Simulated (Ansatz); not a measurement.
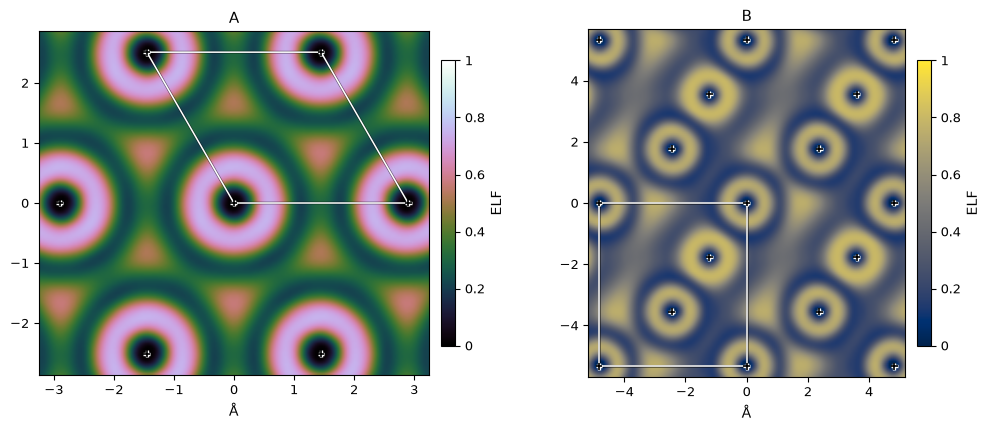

The electron localisation function of 2 systems, each on a plane through atoms (crosses mark nuclei in the plane).

Computed with Ansatz 0.2.0, DFT PBEsol, scalar-relativistic, plane waves, PAW.

System 1: Ta$_{2}$N, the (110) plane of the conventional cell. Space group P-3m1; computed without spin polarisation.

```yaml
crystal:
  lattice:
    - [3.07821, 0.00000, 0.00000]
    - [-1.53910, 2.66580, 0.00000]
    - [0.00000, 0.00000, 4.82457]
  atoms:
    - { symbol: Ta, position: [0.33333, 0.66667, 0.25377] }
    - { symbol: Ta, position: [0.66667, 0.33333, 0.74623] }
    - { symbol: N, position: [0.00000, 0.00000, 0.00000] }
```

System 2: Ta, the (001) plane of the conventional cell. Space group P6₃/mmc; a structure from a database of computed crystals, not necessarily the ambient phase; computed pressure about −7 GPa in this cell.

```
Ta
1.0
     2.90037    0.00000    0.00000
    -1.45019    2.51180    0.00000
     0.00000    0.00000    5.16627
Ta
2
Direct
  0.66667 0.33333 0.75000
  0.33333 0.66667 0.25000
```

Q: Match each panel to its system.

A: Panel A is system 2, Ta: the plane holds Ta. Ta–Ta (2.90 Å): the ELF is about 0.30 at the midpoint. Panel B is system 1, Ta$_{2}$N: the plane holds Ta and N. Ta–N (2.16 Å): the ELF peaks at about 0.80 in the valence shell of N, 0.6 Å from its nucleus, and drops to about 0.20 between the two atoms (no localised pair shows between them).
